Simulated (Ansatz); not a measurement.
# A series of single points on Ga3Sb

System: Ga3Sb (4 atoms in the cell).
Method: Kohn-Sham DFT of a periodic cell, PBE, Ansatz PAW, no spin polarisation (Ansatz 0.2.0).

The 7 runs differ only in the geometry, by an even scaling of the cell at fixed fractional positions. The structure derives from a Materials Project entry.

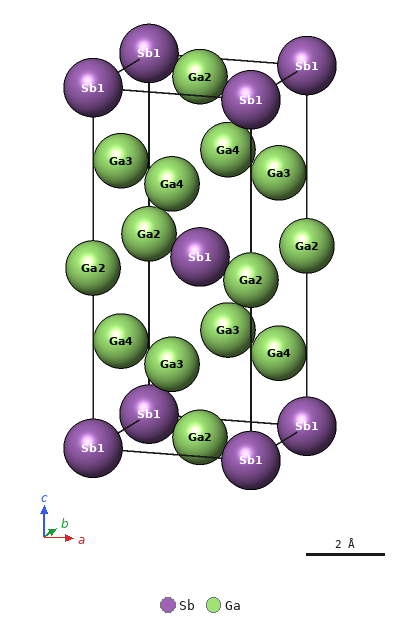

Figure 1. The structure of run 4 (spheres-only view of the cell 2 times as large as that of the calculation, set on its symmetry axes, seen slightly off an axis; atoms are numbered from 1 in the order of the input).

**Input of run 4**
```yaml
crystal:
  lattice:
    - [-2.158799, 2.158799, 4.760484]
    - [2.158799, -2.158799, 4.760484]
    - [2.158799, 2.158799, -4.760484]
  atoms:
    - { symbol: Sb, position: [0.0, 0.0, 0.0] }
    - { symbol: Ga, position: [0.5, 0.5, 0.0] }
    - { symbol: Ga, position: [0.25, 0.75, 0.5] }
    - { symbol: Ga, position: [0.75, 0.25, 0.5] }
hamiltonian:
  xc: pbe
  pseudopotentials: { kind: paw }
kpoints:
  mp_grid: { grid: [9, 9, 9] }
scf:
  occupations: { method: fermi_dirac, width: 0.05 }
output:
  forces: true
  stress: true
  eigenvalues: true
```

Command:
```bash
ansatz run input.yaml --threads 2 --pin off --max-ram 5120MiB --backend cpu --events-out ev --progress --plain --runs-dir out
```

Run 3 differs from it as follows:
```diff
-    - [-2.158799, 2.158799, 4.760484]
-    - [2.158799, -2.158799, 4.760484]
-    - [2.158799, 2.158799, -4.760484]
+    - [-2.1443099795, 2.1443099795, 4.7285334803]
+    - [2.1443099795, -2.1443099795, 4.7285334803]
+    - [2.1443099795, 2.1443099795, -4.7285334803]
```

**Results, with one run withheld**

| run | volume per atom (Å³) | free energy per atom, from the lowest run given (meV) | pressure (GPa) |
| --- | --- | --- | --- |
| 1 | 20.855 | 7.41 | 2.54 |
| 2 | 21.298 | 2.02 | 1.37 |
| 3 | 21.742 | ? | ? |
| 4 | 22.186 | 0.00 | −0.56 |
| 5 | 22.630 | 2.69 | −1.36 |
| 6 | 23.073 | 7.46 | −2.07 |
| 7 | 23.517 | 14.08 | −2.70 |

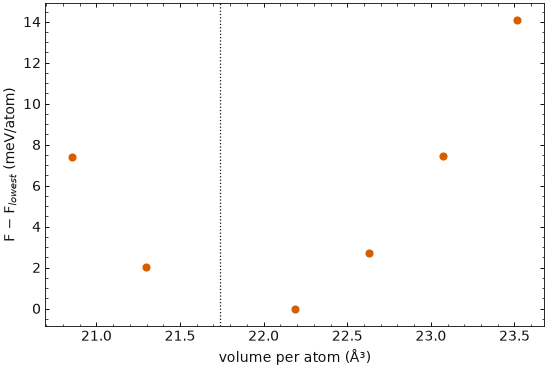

Figure 2. Free energy per atom of the runs given; the dotted line marks run 3.

What should run 3 give?

A cubic polynomial in V^(−2/3) (the Birch–Murnaghan form), fitted to the 6 runs given, misses them by under 0.01 meV per atom. With x = V^(−2/3) − 0.12650 Å⁻², it reads F = 0.14653 − 1053.6 x + 4.2221e+05 x² + 2.041e+06 x³ (meV per atom). At run 3 it gives −0.33 meV per atom, and the run itself gives −0.33. The slope of the fit gives a pressure −dF/dV of 0.35 GPa there, and the run prints 0.34 GPa. The fit has its minimum at 21.904 Å³ per atom, where V d²F/dV² gives 45.6 GPa. Cell shape and fractional positions are held, so this is the stiffness under even scaling; the relaxed bulk modulus wasn't computed.

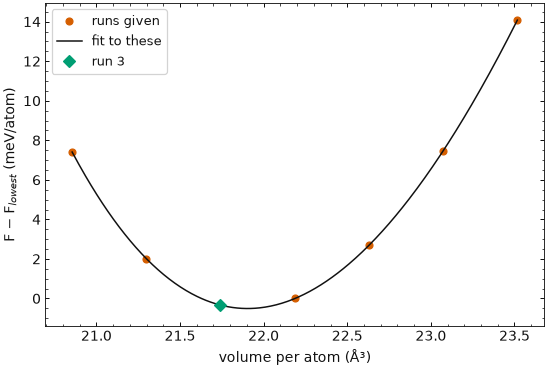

Figure 3. The fit and the withheld run.

**Output, shortened to warnings, some set-up lines, iterations and results (run 3)**
```
Basis set: ecut = 420 eV, 1719 PW (Γ), exchange–correlation on 80×80×80 points (8 copies of the dense FFT grid, shifted against one another)
Symmetry: 16 space group operations
k-points: 75 of 729
Initial density: superposition of atomic densities (neutral atoms: chi_scale 0, normalization atom), corrected by the library's trained network
[...]
SCF iter   1: F=—  HF=-17833.246767 eV  |F-HF|=—  |Δ(HF+E_count)|=         —  Δρ=1.41e-3  dr2=1.33e-3  ethr=1.77e-3  ⟨swp⟩=6.6  Hψ=10132  notcnv=0
SCF iter   2: F=—  HF=-17833.244745 eV  |F-HF|=—  |Δ(HF+E_count)|=   2.02e-3  Δρ=8.33e-4  dr2=6.21e-4  ethr=2.45e-6  ⟨swp⟩=2.0  Hψ=5043  notcnv=0  defer=8
SCF iter   3: F=—  HF=-17833.244727 eV  |F-HF|=—  |Δ(HF+E_count)|=   1.73e-5  Δρ=3.74e-4  dr2=8.06e-5  ethr=1.15e-6  ⟨swp⟩=2.0  Hψ=4444  notcnv=0  defer=8
SCF iter   4: F=—  HF=-17833.244684 eV  |F-HF|=—  |Δ(HF+E_count)|=   4.35e-5  Δρ=1.62e-4  dr2=1.36e-5  ethr=1.49e-7  ⟨swp⟩=2.2  Hψ=4283  notcnv=0  defer=8
SCF iter   5: F=—  HF=-17833.244679 eV  |F-HF|=—  |Δ(HF+E_count)|=   5.20e-6  Δρ=8.67e-5  dr2=3.75e-6  ethr=2.53e-8  ⟨swp⟩=2.0  Hψ=4334  notcnv=0  defer=8
SCF iter   6: F=—  HF=-17833.244678 eV  |F-HF|=—  |Δ(HF+E_count)|=   1.16e-6  Δρ=1.50e-5  dr2=1.91e-7  ethr=6.94e-9  ⟨swp⟩=2.0  Hψ=4453  notcnv=0  defer=8
SCF iter   7: F=-17833.244678 eV  HF=-17833.244678 eV  |F-HF|=6.83e-9  |Δ(HF+E_count)|=   9.60e-9  Δρ=4.18e-6  dr2=1.89e-8  ethr=1.85e-10  ⟨swp⟩=6.2  Hψ=9560  notcnv=0
SCF 1 converged in 7 iterations: F = -17833.244678 eV  dr2 = 1.89e-8
SCF converged after 7 iterations
Free energy (F): -17833.244678 eV
Harris-Foulkes:  -17833.244678 eV  (|F-HF|=6.83e-9)
Internal energy: -17833.227476 eV  (E = F + TS)
E sigma→0 (E₀):  -17833.236077 eV
Entropy (-TS):   -0.017202 eV (-4.300 meV/atom)
Fermi energy:    9.769031 eV
--- Per-component energies (eV) ---
  E_band       = -270.763108
  E_kinetic    = 549.265343
  E_local      = -6914.920904  (includes V_loc(G=0)·N_el)
  E_nonlocal   = 1626.980117
  E_hartree    = 3222.449647
  E_xc         = -346.621172
  E_vxc        = -270.389908  (∫ρ·V_xc dr)
  E_paw        = -10529.145417  (= ΣΔE_a)
  E_vpaw       = -1706.598849  (= ΣTr[D̂ρ^β])
  E_aug_tail   = -0.000363  (compensation charges beyond the density's cutoff)
  E_ewald      = -5441.234728
  E_smearing   = -0.017202  (= −TS)
  E_closure    = 0.000000  (closes the sum)
  Σ components = -17833.244678   (vs F -17833.244678, Δ=0.00e0)
--- Forces (eV/Å), atoms counted from 1 ---
  atom   1  Sb    -0.00000000     0.00000000     0.00000000
  atom   2  Ga     0.00000000     0.00000000    -0.00000000
  atom   3  Ga     0.00000000     0.00000000     0.00000000
  atom   4  Ga     0.00000000     0.00000000     0.00000000
  max |Σ_I F_I| component: 4.86e-17 eV/Å
--- Stress (GPa, compression-positive) ---
        0.025544       0.000000       0.000000
        0.000000       0.025544       0.000000
        0.000000       0.000000       0.982584
  P = ⅓ Tr σ = 0.3446 GPa (3.446 kbar)
```
